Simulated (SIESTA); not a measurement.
# MnO: 7 runs along one coordinate

System: MnO (Fm-3m, 2 atoms in the cell).
Method: Kohn-Sham DFT of a periodic cell, PBE, PseudoDojo 0.4 standard, converted to PSML, spin-polarised (SIESTA 5.4.2).

The 7 runs differ only in the geometry, by an even scaling of the cell at fixed fractional positions. The structure derives from a Materials Project entry.

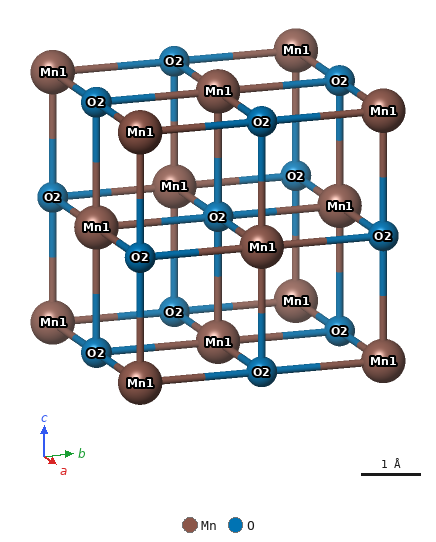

Figure 1. The structure of run 4 (ball-and-stick view of the cell 4 times as large as that of the calculation, set on its symmetry axes, seen slightly off an axis; atoms are numbered from 1 in the order of the input).

### Input of run 4
```
SystemName                      MnO
SystemLabel                     MnO
NumberOfSpecies                 2
NumberOfAtoms                   2
%block ChemicalSpeciesLabel
  1  25 Mn
  2   8 O
%endblock ChemicalSpeciesLabel
%include structure.fdf

%block kgrid.MonkhorstPack
   10   0   0  0.0
    0  10   0  0.0
    0   0  10  0.0
%endblock kgrid.MonkhorstPack
XC.Functional                   GGA
XC.Authors                      PBE
PAO.BasisSize                   DZP
PAO.EnergyShift                 0.002 Ry
Mesh.Cutoff                     800 Ry
Spin                            polarized
%block DM.InitSpin
    1   4.000
    2   0.000
%endblock DM.InitSpin
OccupationFunction              FD
ElectronicTemperature           0.05 eV
MaxSCFIterations                200
SCF.MustConverge                false
SCF.Mixer.Method                Pulay
SCF.Mixer.Weight                0.1
SCF.Mixer.History               10
SCF.DM.Tolerance                5.0e-05
SCF.H.Tolerance                 1.0e-03 eV
WriteForces                     true
Charge.Mulliken                 end
Charge.Hirshfeld                end
Charge.Voronoi                  end
SaveRho                         true
SaveElectrostaticPotential      true
```

### File structure.fdf of run 4
```
LatticeConstant                 1.0 Ang
%block LatticeVectors
     0.0000000000     2.2239077028     2.2239077028
     2.2239077028     0.0000000000     2.2239077028
     2.2239077028     2.2239077028     0.0000000000
%endblock LatticeVectors
AtomicCoordinatesFormat         Fractional
%block AtomicCoordinatesAndAtomicSpecies
     0.0000000000     0.0000000000     0.0000000000  1  Mn
     0.5000000000     0.5000000000     0.5000000000  2  O
%endblock AtomicCoordinatesAndAtomicSpecies
```

Command:
```bash
siesta < MnO.fdf > MnO.out 2>&1
```

Lattice vectors (Å) and fractional positions of run 4:
```
   0.000000    2.223908    2.223908
   2.223908    0.000000    2.223908
   2.223908    2.223908    0.000000
Mn  0.000000  0.000000  0.000000
O   0.500000  0.500000  0.500000
```

Run 5 has the same physical settings and fractional positions; its lattice vectors (Å) are:
```
   0.000000    2.238636    2.238636
   2.238636    0.000000    2.238636
   2.238636    2.238636    0.000000
```

### Results, with one run withheld

| run | volume per atom (Å³) | free energy per atom, from the lowest run given (meV) | pressure (GPa) |
| --- | --- | --- | --- |
| 1 | 10.339 | 24.53 | 9.95 |
| 2 | 10.559 | 12.36 | 7.68 |
| 3 | 10.779 | 4.00 | 4.40 |
| 4 | 10.999 | 0.00 | 1.59 |
| 5 | 11.219 | ? | ? |
| 6 | 11.439 | 1.76 | −2.88 |
| 7 | 11.659 | 7.21 | −4.94 |

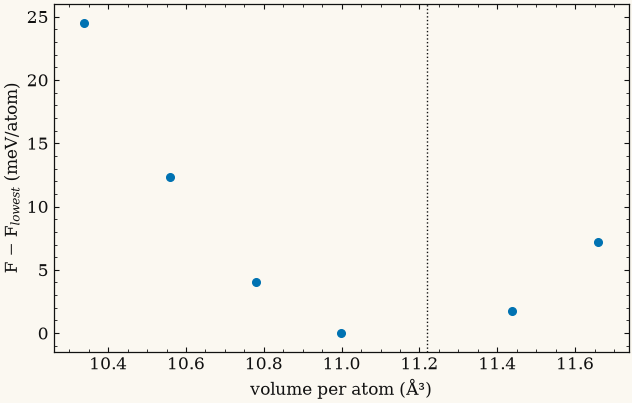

Figure 2. Free energy per atom of the runs given; the dotted line marks run 5.

What should run 5 give?

A cubic polynomial in V^(−2/3) (the Birch–Murnaghan form), fitted to the 6 runs given, misses them by at most 0.15 meV per atom. With x = V^(−2/3) − 0.20284 Å⁻², it reads F = 0.60913 + 1198.8 x + 2.3635e+05 x² − 2.2648e+05 x³ (meV per atom). At run 5 it gives −0.77 meV per atom, and the run itself gives −0.64. The slope of the fit gives a pressure −dF/dV of −0.70 GPa there, and the run prints −0.66 GPa. The fit has its minimum at 11.154 Å³ per atom, where V d²F/dV² gives 122 GPa: the bulk modulus at this level, since symmetry fixes the shape and the positions.

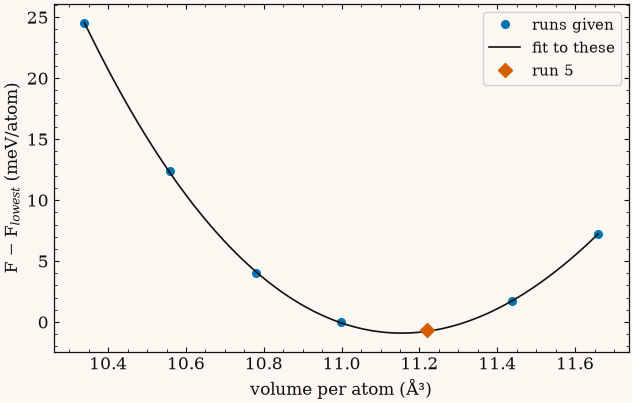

Figure 3. The fit and the withheld run.

### Some lines of the output (run 5)
```
[...]
outcell: Cell volume (Ang**3)        :     22.4378
stepf: Fermi-Dirac step function
siesta: Etot    =     -3409.905231
siesta: FreeEng =     -3409.915790
        iscf     Eharris(eV)        E_KS(eV)     FreeEng(eV)     dDmax    Ef(eV) dHmax(eV)
siesta: E_KS(eV) =            -3413.8266
siesta: E_KS - E_eggbox =     -3413.8266
siesta: Etot    =     -3413.826553
siesta: FreeEng =     -3413.832569
siesta:         Fermi =      -4.158072
siesta: Cell volume =         22.437809 Ang**3
    Orbital volume contribution        =           1.397380 eV
```

Notes: Points of doubt noted for this run: mulliken charges of long orbitals. With a small basis of atomic orbitals these values can differ much from converged plane-wave results.
